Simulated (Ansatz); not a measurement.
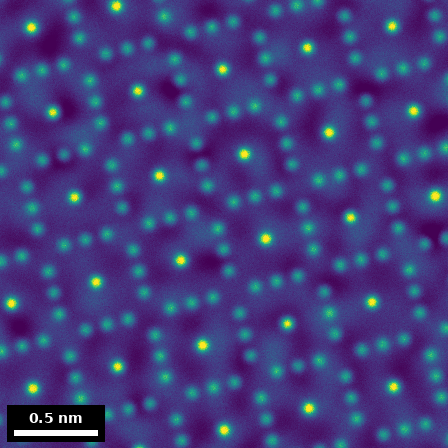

Z-contrast image of Ta (Pm-3n, No. 223). Simulated incoherent Z contrast: every atom adds Z^1.7 spread by a probe of 0.61 Å full width; channelling and multiple scattering are left out. The probe carries 15 % of its weight in a tail 2.5 times as wide. Shot noise and the speckle of an amorphous layer were added. Structure: the geometry relaxed with Ansatz 0.2.0, DFT, PBEsol, plane waves (420 eV) with PAW, scalar-relativistic; the starting structure was generated, so it need not be a known form of this composition.

```cif
data_structure
_symmetry_space_group_name_H-M 'P 1'
_symmetry_Int_Tables_number 1
_cell_length_a 5.2515
_cell_length_b 5.2515
_cell_length_c 5.2515
_cell_angle_alpha 90.000
_cell_angle_beta 90.000
_cell_angle_gamma 90.000
_cell_volume 144.83
loop_
_atom_site_label
_atom_site_type_symbol
_atom_site_fract_x
_atom_site_fract_y
_atom_site_fract_z
_atom_site_occupancy
Ta1 Ta 0.00000 0.00000 0.00000 1
Ta2 Ta 0.50000 0.50000 0.50000 1
Ta3 Ta 0.25000 0.00000 0.50000 1
Ta4 Ta 0.75000 0.00000 0.50000 1
Ta5 Ta 0.50000 0.25000 0.00000 1
Ta6 Ta 0.50000 0.75000 0.00000 1
Ta7 Ta 0.00000 0.50000 0.25000 1
Ta8 Ta 0.00000 0.50000 0.75000 1
```

**Along which zone axis is the crystal seen: [110], [001], [210] or [221]? (Directions equivalent by symmetry count as one.)**

[001]. The projected cells are 2.63 × 3.71 Å, 90° for [110]; 5.25 × 5.25 Å, 90° for [001]; 2.35 × 5.25 Å, 90° for [210]; 2.48 × 3.91 Å, 108° for [221], and the image repeats as the [001] one does.
